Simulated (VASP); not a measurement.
## Geometry relaxation, with input and output: Sr4Ti4HO11 (part 1 of 6)

The run: geometry relaxation of Sr4Ti4HO11 (defect cell, 20 atoms in the cell). Method and program: Kohn-Sham DFT of a periodic cell, PBE, VASP PAW PBE potentials, recommended, no spin polarisation (VASP 6.6.1).

The structure derives from an entry of the Crystallography Open Database.

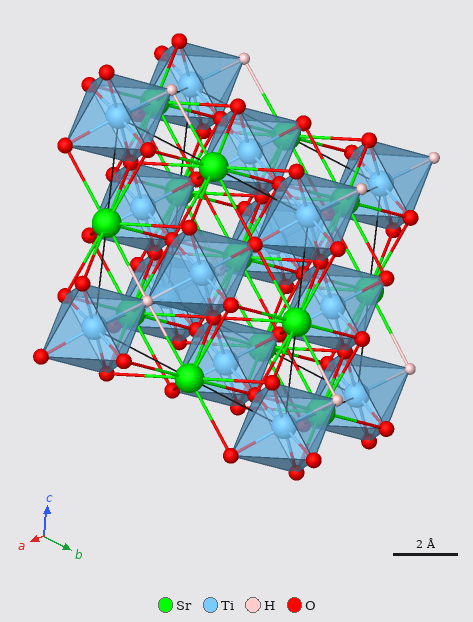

Fig. 1: The starting structure (polyhedral view of the cell of the calculation, seen slightly off an axis; polyhedra are completed across the faces of the cell).

**Summary**

```json
{"quantity": "outcome", "value": "converged"}
{"quantity": "electrons treated", "value": "154"}
{"quantity": "free energy", "value": "−160.6790 eV"}
{"quantity": "Fermi energy", "value": "3.892 eV"}
{"quantity": "gap on the k-point mesh", "value": "2.05 eV"}
{"quantity": "pressure", "value": "−6.32 GPa"}
{"quantity": "final volume", "value": "244.69 Å³"}
{"quantity": "largest force (length of the vector) at the end", "value": "0.022 eV/Å"}
{"quantity": "hardware", "value": "4 threads of Intel Xeon (Granite Rapids), 64 GiB of memory available, shared host"}
{"quantity": "wall time", "value": "12 min (CPU time 48 min)"}
{"quantity": "peak memory", "value": "0.16 GiB"}
```

**INCAR**
```
  PREC = Normal
  ENCUT = 450
  EDIFF = 1E-6
  ISMEAR = 0
  SIGMA = 0.01
  LREAL = Auto
  LASPH = T
  NELM = 80
  ALGO = Normal
  ISIF = 2
  LWAVE = F
  LCHARG = F
  GGA = PE
  IBRION = 2
  NSW = 70
  EDIFFG = -0.025
  ICORELEVEL = 1
  NELECT = 154.0
  ISYM = 0
```

**KPOINTS**
```
regular mesh
0
Gamma
  3 3 3
```

**POSCAR**
```
Sr4Ti4HO11
1.0
   -3.9402050000      3.9402050000      3.9402050000
    3.9402050000     -3.9402050000      3.9402050000
    3.9402050000      3.9402050000     -3.9402050000
Sr Ti H O
4 4 1 11
Direct
    0.5000000000      0.5000000000      0.5000000000
    0.0000000000      0.0000000000      0.5000000000
    0.0000000000      0.5000000000      0.0000000000
    0.5000000000      0.0000000000      0.0000000000
    0.9966244200      0.9963933900      0.0053816100
    0.5000000000      0.5000000000      0.0000000000
    0.5000000000      0.0000000000      0.5000000000
    0.9970567400      0.5025993300      0.4988749700
    0.9966711800      0.2446648400      0.2441152300
    0.5000000000      0.7500000000      0.2500000000
    0.5000000000      0.2500000000      0.7500000000
    0.0000000000      0.7500000000      0.7500000000
    0.2500000000      0.0000000000      0.2500000000
    0.7500000000      0.5000000000      0.2500000000
    0.7500000000      0.0000000000      0.7500000000
    0.2500000000      0.5000000000      0.7500000000
    0.2500000000      0.2500000000      0.0000000000
    0.7500000000      0.7500000000      0.0000000000
    0.7500000000      0.2500000000      0.5000000000
    0.2500000000      0.7500000000      0.5000000000
```

Command:
```bash
cat potpaw_PBE.64/Sr_sv/POTCAR potpaw_PBE.64/Ti_sv/POTCAR potpaw_PBE.64/H/POTCAR potpaw_PBE.64/O/POTCAR > POTCAR
mpirun -np 4 vasp_std > vasp.out
```

**OSZICAR**
```
N       E                     dE             d eps       ncg     rms          rms(c)
DAV:   1     0.191382647401E+04    0.19138E+04   -0.70597E+04  2576   0.166E+03
DAV:   2     0.147358964865E+03   -0.17665E+04   -0.16866E+04  2736   0.510E+02
DAV:   3    -0.176349264689E+03   -0.32371E+03   -0.31761E+03  3164   0.206E+02
DAV:   4    -0.198777942154E+03   -0.22429E+02   -0.22379E+02  3712   0.562E+01
DAV:   5    -0.200157232827E+03   -0.13793E+01   -0.13786E+01  4264   0.110E+01    0.499E+01
DAV:   6    -0.159897752495E+03    0.40259E+02   -0.23449E+02  3740   0.752E+01    0.300E+01
DAV:   7    -0.160730149185E+03   -0.83240E+00   -0.44328E+01  3496   0.265E+01    0.192E+01
DAV:   8    -0.160819188232E+03   -0.89039E-01   -0.95114E+00  3592   0.170E+01    0.738E+00
DAV:   9    -0.160263285008E+03    0.55590E+00   -0.30209E+00  3664   0.905E+00    0.235E+00
DAV:  10    -0.160232829684E+03    0.30455E-01   -0.31084E-01  3612   0.282E+00    0.121E+00
DAV:  11    -0.160252657511E+03   -0.19828E-01   -0.22827E-01  2968   0.167E+00    0.105E+00
DAV:  12    -0.160236930872E+03    0.15727E-01   -0.10077E-01  3432   0.151E+00    0.271E-01
DAV:  13    -0.160236778279E+03    0.15259E-03   -0.70160E-03  3728   0.425E-01    0.117E-01
DAV:  14    -0.160236902875E+03   -0.12460E-03   -0.51693E-04  3816   0.107E-01    0.852E-02
DAV:  15    -0.160236833550E+03    0.69325E-04   -0.38167E-04  3712   0.963E-02    0.114E-02
DAV:  16    -0.160236840778E+03   -0.72279E-05   -0.39305E-05  3672   0.309E-02    0.141E-02
DAV:  17    -0.160236839476E+03    0.13015E-05   -0.95796E-06  3032   0.149E-02    0.486E-03
DAV:  18    -0.160236839350E+03    0.12607E-06   -0.10676E-06  1640   0.602E-03
   1 F= -.16023684E+03 E0= -.16023684E+03  d E =-.160237E+03
       N       E                     dE             d eps       ncg     rms          rms(c)
DAV:   1    -0.158468069948E+03    0.17688E+01   -0.18508E+02  3108   0.942E+01    0.477E+00
DAV:   2    -0.160452999629E+03   -0.19849E+01   -0.22719E+01  2592   0.187E+01    0.330E+00
DAV:   3    -0.160523486902E+03   -0.70487E-01   -0.11490E+00  3912   0.430E+00    0.161E+00
DAV:   4    -0.160518951493E+03    0.45354E-02   -0.92925E-02  3904   0.191E+00    0.860E-01
DAV:   5    -0.160516384619E+03    0.25669E-02   -0.25383E-02  3736   0.102E+00    0.239E-01
DAV:   6    -0.160516833358E+03   -0.44874E-03   -0.62112E-03  3712   0.326E-01    0.114E-01
DAV:   7    -0.160516736374E+03    0.96983E-04   -0.81510E-04  3760   0.133E-01    0.717E-02
DAV:   8    -0.160516750575E+03   -0.14200E-04   -0.48367E-04  3320   0.952E-02    0.381E-02
DAV:   9    -0.160516736594E+03    0.13980E-04   -0.88046E-05  3504   0.501E-02    0.179E-02
DAV:  10    -0.160516736736E+03   -0.14187E-06   -0.39434E-05  3016   0.234E-02    0.587E-03
DAV:  11    -0.160516737056E+03   -0.32013E-06   -0.30197E-06  2156   0.891E-03
   2 F= -.16051674E+03 E0= -.16051674E+03  d E =-.279898E+00
       N       E                     dE             d eps       ncg     rms          rms(c)
DAV:   1    -0.160408800270E+03    0.10794E+00   -0.18820E+01  3036   0.325E+01    0.141E+00
DAV:   2    -0.160597637727E+03   -0.18884E+00   -0.22495E+00  2760   0.613E+00    0.145E+00
DAV:   3    -0.160602461880E+03   -0.48242E-02   -0.12395E-01  3864   0.195E+00    0.702E-01
DAV:   4    -0.160601897232E+03    0.56465E-03   -0.12049E-02  3624   0.665E-01    0.381E-01
DAV:   5    -0.160601590218E+03    0.30701E-03   -0.40594E-03  3912   0.432E-01    0.814E-02
DAV:   6    -0.160601666858E+03   -0.76640E-04   -0.74150E-04  3468   0.113E-01    0.373E-02
DAV:   7    -0.160601657294E+03    0.95637E-05   -0.76495E-05  3492   0.530E-02    0.230E-02
DAV:   8    -0.160601658948E+03   -0.16538E-05   -0.50089E-05  3584   0.396E-02    0.128E-02
DAV:   9    -0.160601657437E+03    0.15106E-05   -0.10424E-05  3480   0.195E-02    0.638E-03
DAV:  10    -0.160601657309E+03    0.12839E-06   -0.48405E-06  2608   0.928E-03
   3 F= -.16060166E+03 E0= -.16060166E+03  d E =-.364818E+00
       N       E                     dE             d eps       ncg     rms          rms(c)
DAV:   1    -0.160605781127E+03   -0.41237E-02   -0.51801E+00  2636   0.999E+00    0.429E-01
DAV:   2    -0.160620914197E+03   -0.15133E-01   -0.16746E-01  2696   0.163E+00    0.395E-01
DAV:   3    -0.160620934800E+03   -0.20603E-04   -0.91955E-03  3872   0.387E-01    0.239E-01
DAV:   4    -0.160620505352E+03    0.42945E-03   -0.16287E-03  3084   0.245E-01    0.117E-01
DAV:   5    -0.160620437548E+03    0.67804E-04   -0.59608E-04  3440   0.161E-01    0.345E-02
DAV:   6    -0.160620444119E+03   -0.65704E-05   -0.14400E-04  3504   0.573E-02    0.205E-02
DAV:   7    -0.160620443398E+03    0.72094E-06   -0.17010E-05  3372   0.214E-02    0.127E-02
DAV:   8    -0.160620441676E+03    0.17220E-05   -0.67113E-06  2952   0.147E-02    0.427E-03
DAV:   9    -0.160620441732E+03   -0.56260E-07   -0.21988E-06  2212   0.716E-03
   4 F= -.16062044E+03 E0= -.16062044E+03  d E =-.187844E-01
       N       E                     dE             d eps       ncg     rms          rms(c)
DAV:   1    -0.160558995000E+03    0.61447E-01   -0.28127E+01  2612   0.233E+01    0.101E+00
DAV:   2    -0.160642057159E+03   -0.83062E-01   -0.92034E-01  2688   0.385E+00    0.919E-01
DAV:   3    -0.160642357018E+03   -0.29986E-03   -0.53137E-02  3856   0.944E-01    0.556E-01
DAV:   4    -0.160640035334E+03    0.23217E-02   -0.91256E-03  3280   0.570E-01    0.281E-01
DAV:   5    -0.160639597588E+03    0.43775E-03   -0.33857E-03  3360   0.373E-01    0.806E-02
DAV:   6    -0.160639640259E+03   -0.42670E-04   -0.85660E-04  3600   0.140E-01    0.489E-02
DAV:   7    -0.160639635464E+03    0.47948E-05   -0.99378E-05  3436   0.530E-02    0.305E-02
DAV:   8    -0.160639627066E+03    0.83985E-05   -0.40746E-05  3792   0.352E-02    0.126E-02
DAV:   9    -0.160639626541E+03    0.52445E-06   -0.13463E-05  3304   0.180E-02    0.592E-03
DAV:  10    -0.160639626491E+03    0.49873E-07   -0.23104E-06  1828   0.734E-03
   5 F= -.16063963E+03 E0= -.16063963E+03  d E =-.379692E-01
       N       E                     dE             d eps       ncg     rms          rms(c)
DAV:   1    -0.160641992612E+03   -0.23661E-02   -0.28321E+00  2652   0.781E+00    0.344E-01
DAV:   2    -0.160650592642E+03   -0.86000E-02   -0.97846E-02  2684   0.140E+00    0.350E-01
DAV:   3    -0.160650803959E+03   -0.21132E-03   -0.73974E-03  3832   0.409E-01    0.200E-01
DAV:   4    -0.160650599680E+03    0.20428E-03   -0.10585E-03  3432   0.190E-01    0.103E-01
DAV:   5    -0.160650551386E+03    0.48295E-04   -0.38532E-04  3436   0.135E-01    0.278E-02
DAV:   6    -0.160650556557E+03   -0.51712E-05   -0.96738E-05  3392   0.429E-02    0.140E-02
DAV:   7    -0.160650555813E+03    0.74408E-06   -0.10687E-05  3212   0.171E-02    0.972E-03
DAV:   8    -0.160650555146E+03    0.66711E-06   -0.52218E-06  2472   0.117E-02
   6 F= -.16065056E+03 E0= -.16065056E+03  d E =-.109287E-01
       N       E                     dE             d eps       ncg     rms          rms(c)
DAV:   1    -0.160594884615E+03    0.55671E-01   -0.19628E+01  2656   0.205E+01    0.922E-01
DAV:   2    -0.160655385716E+03   -0.60501E-01   -0.68846E-01  2692   0.366E+00    0.922E-01
DAV:   3    -0.160656669999E+03   -0.12843E-02   -0.50544E-02  3748   0.998E-01    0.526E-01
DAV:   4    -0.160655237359E+03    0.14326E-02   -0.72207E-03  3428   0.471E-01    0.266E-01
DAV:   5    -0.160654925918E+03    0.31144E-03   -0.26157E-03  3548   0.310E-01    0.715E-02
DAV:   6    -0.160654958959E+03   -0.33041E-04   -0.59771E-04  3496   0.109E-01    0.378E-02
DAV:   7    -0.160654954104E+03    0.48542E-05   -0.70956E-05  3484   0.423E-02    0.253E-02
DAV:   8    -0.160654949617E+03    0.44879E-05   -0.30717E-05  3456   0.289E-02    0.114E-02
DAV:   9    -0.160654949487E+03    0.12961E-06   -0.98645E-06  3288   0.154E-02
   7 F= -.16065495E+03 E0= -.16065495E+03  d E =-.153230E-01
       N       E                     dE             d eps       ncg     rms          rms(c)
DAV:   1    -0.160649417237E+03    0.55324E-02   -0.27063E+00  2672   0.760E+00    0.338E-01
DAV:   2    -0.160657543934E+03   -0.81267E-02   -0.92462E-02  2692   0.130E+00    0.343E-01
DAV:   3    -0.160657689983E+03   -0.14605E-03   -0.64718E-03  3772   0.383E-01    0.196E-01
DAV:   4    -0.160657497685E+03    0.19230E-03   -0.10532E-03  3452   0.188E-01    0.101E-01
DAV:   5    -0.160657450332E+03    0.47352E-04   -0.37604E-04  3524   0.141E-01    0.283E-02
DAV:   6    -0.160657456081E+03   -0.57481E-05   -0.10424E-04  3456   0.441E-02    0.137E-02
DAV:   7    -0.160657455164E+03    0.91657E-06   -0.10420E-05  3128   0.179E-02    0.951E-03
DAV:   8    -0.160657454864E+03    0.29995E-06   -0.53888E-06  2600   0.117E-02
   8 F= -.16065745E+03 E0= -.16065745E+03  d E =-.178284E-01
       N       E                     dE             d eps       ncg     rms          rms(c)
DAV:   1    -0.160657426986E+03    0.28178E-04   -0.79768E-03  2660   0.414E-01    0.179E-02
DAV:   2    -0.160657451646E+03   -0.24660E-04   -0.27938E-04  2684   0.736E-02    0.180E-02
DAV:   3    -0.160657452399E+03   -0.75271E-06   -0.21617E-05  3720   0.222E-02    0.102E-02
DAV:   4    -0.160657451903E+03    0.49517E-06   -0.28398E-06  2372   0.103E-02
   9 F= -.16065745E+03 E0= -.16065745E+03  d E =-.178254E-01
       N       E                     dE             d eps       ncg     rms          rms(c)
DAV:   1    -0.160657605469E+03   -0.15307E-03   -0.14138E-01  2744   0.199E+00    0.725E-02
DAV:   2    -0.160658263169E+03   -0.65770E-03   -0.73539E-03  2708   0.364E-01    0.654E-02
DAV:   3    -0.160658274348E+03   -0.11179E-04   -0.42926E-04  3800   0.994E-02    0.362E-02
DAV:   4    -0.160658262737E+03    0.11611E-04   -0.49841E-05  3452   0.473E-02    0.213E-02
DAV:   5    -0.160658259947E+03    0.27896E-05   -0.21343E-05  3300   0.334E-02    0.519E-03
DAV:   6    -0.160658260287E+03   -0.33957E-06   -0.49104E-06  2784   0.986E-03
  10 F= -.16065826E+03 E0= -.16065826E+03  d E =-.808383E-03
       N       E                     dE             d eps       ncg     rms          rms(c)
DAV:   1    -0.160656452009E+03    0.18079E-02   -0.52193E-01  2744   0.384E+00    0.141E-01
DAV:   2    -0.160658888221E+03   -0.24362E-02   -0.27252E-02  2708   0.700E-01    0.126E-01
DAV:   3    -0.160658931323E+03   -0.43102E-04   -0.16092E-03  3840   0.183E-01    0.698E-02
DAV:   4    -0.160658887947E+03    0.43376E-04   -0.17554E-04  3332   0.913E-02    0.406E-02
DAV:   5    -0.160658878387E+03    0.95598E-05   -0.79779E-05  3308   0.591E-02    0.974E-03
DAV:   6    -0.160658879660E+03   -0.12730E-05   -0.16461E-05  3252   0.180E-02    0.614E-03
DAV:   7    -0.160658879505E+03    0.15530E-06   -0.11625E-06  1732   0.694E-03
  11 F= -.16065888E+03 E0= -.16065888E+03  d E =-.142760E-02
       N       E                     dE             d eps       ncg     rms          rms(c)
DAV:   1    -0.160658326864E+03    0.55280E-03   -0.81802E-02  2944   0.209E+00    0.781E-02
DAV:   2    -0.160659189986E+03   -0.86312E-03   -0.94501E-03  2624   0.395E-01    0.624E-02
DAV:   3    -0.160659221327E+03   -0.31341E-04   -0.54355E-04  3832   0.957E-02    0.348E-02
DAV:   4    -0.160659216797E+03    0.45303E-05   -0.35368E-05  3408   0.391E-02    0.194E-02
DAV:   5    -0.160659215418E+03    0.13789E-05   -0.13893E-05  3232   0.266E-02    0.476E-03
DAV:   6    -0.160659215660E+03   -0.24228E-06   -0.33662E-06  2248   0.929E-03
  12 F= -.16065922E+03 E0= -.16065922E+03  d E =-.336155E-03
       N       E                     dE             d eps       ncg     rms          rms(c)
DAV:   1    -0.160658454387E+03    0.76103E-03   -0.80520E-02  2944   0.208E+00    0.778E-02
DAV:   2    -0.160659302635E+03   -0.84825E-03   -0.93079E-03  2624   0.392E-01    0.620E-02
DAV:   3    -0.160659334285E+03   -0.31650E-04   -0.54084E-04  3840   0.965E-02    0.344E-02
DAV:   4    -0.160659330048E+03    0.42367E-05   -0.34374E-05  3400   0.391E-02    0.192E-02
DAV:   5    -0.160659328751E+03    0.12967E-05   -0.13648E-05  3208   0.268E-02    0.462E-03
DAV:   6    -0.160659328999E+03   -0.24726E-06   -0.32956E-06  2224   0.929E-03
  13 F= -.16065933E+03 E0= -.16065933E+03  d E =-.449494E-03
       N       E                     dE             d eps       ncg     rms          rms(c)
DAV:   1    -0.160658650186E+03    0.67857E-03   -0.79117E-02  2920   0.211E+00    0.687E-02
DAV:   2    -0.160659597508E+03   -0.94732E-03   -0.10197E-02  2688   0.399E-01    0.421E-02
DAV:   3    -0.160659624746E+03   -0.27238E-04   -0.50332E-04  3776   0.845E-02    0.258E-02
DAV:   4    -0.160659619267E+03    0.54791E-05   -0.33405E-05  3224   0.347E-02    0.104E-02
DAV:   5    -0.160659619192E+03    0.75044E-07   -0.10208E-05  3216   0.199E-02    0.417E-03
DAV:   6    -0.160659619353E+03   -0.16140E-06   -0.24656E-06  2024   0.980E-03
  14 F= -.16065962E+03 E0= -.16065962E+03  d E =-.290355E-03
       N       E                     dE             d eps       ncg     rms          rms(c)
DAV:   1    -0.160651447772E+03    0.81714E-02   -0.71166E-01  2912   0.634E+00    0.206E-01
DAV:   2    -0.160660007598E+03   -0.85598E-02   -0.92082E-02  2696   0.120E+00    0.127E-01
DAV:   3    -0.160660245662E+03   -0.23806E-03   -0.44743E-03  3768   0.253E-01    0.778E-02
DAV:   4    -0.160660195250E+03    0.50412E-04   -0.30305E-04  3216   0.104E-01    0.318E-02
DAV:   5    -0.160660194591E+03    0.65910E-06   -0.93995E-05  3392   0.586E-02    0.126E-02
DAV:   6    -0.160660196553E+03   -0.19621E-05   -0.26524E-05  3560   0.281E-02    0.820E-03
DAV:   7    -0.160660195974E+03    0.57876E-06   -0.22694E-06  2040   0.110E-02
  15 F= -.16066020E+03 E0= -.16066020E+03  d E =-.866976E-03
       N       E                     dE             d eps       ncg     rms          rms(c)
DAV:   1    -0.160624747387E+03    0.35449E-01   -0.28484E+00  2912   0.127E+01    0.415E-01
DAV:   2    -0.160659004413E+03   -0.34257E-01   -0.36871E-01  2696   0.240E+00    0.260E-01
DAV:   3    -0.160659957705E+03   -0.95329E-03   -0.17989E-02  3776   0.507E-01    0.159E-01
DAV:   4    -0.160659756572E+03    0.20113E-03   -0.12598E-03  3240   0.208E-01    0.688E-02
DAV:   5    -0.160659748191E+03    0.83816E-05   -0.39014E-04  3352   0.114E-01    0.263E-02
DAV:   6    -0.160659756735E+03   -0.85448E-05   -0.12120E-04  3624   0.557E-02    0.174E-02
DAV:   7    -0.160659754254E+03    0.24815E-05   -0.12243E-05  3400   0.222E-02    0.108E-02
DAV:   8    -0.160659753270E+03    0.98378E-06   -0.87159E-06  2856   0.154E-02
  16 F= -.16065975E+03 E0= -.16065975E+03  d E =-.424272E-03
       N       E                     dE             d eps       ncg     rms          rms(c)
DAV:   1    -0.160642613431E+03    0.17141E-01   -0.14577E+00  2920   0.906E+00    0.295E-01
DAV:   2    -0.160659919465E+03   -0.17306E-01   -0.18619E-01  2696   0.171E+00    0.188E-01
DAV:   3    -0.160660396841E+03   -0.47738E-03   -0.90160E-03  3792   0.359E-01    0.114E-01
DAV:   4    -0.160660294116E+03    0.10273E-03   -0.62283E-04  3272   0.147E-01    0.503E-02
DAV:   5    -0.160660289792E+03    0.43239E-05   -0.20157E-04  3424   0.859E-02    0.184E-02
```
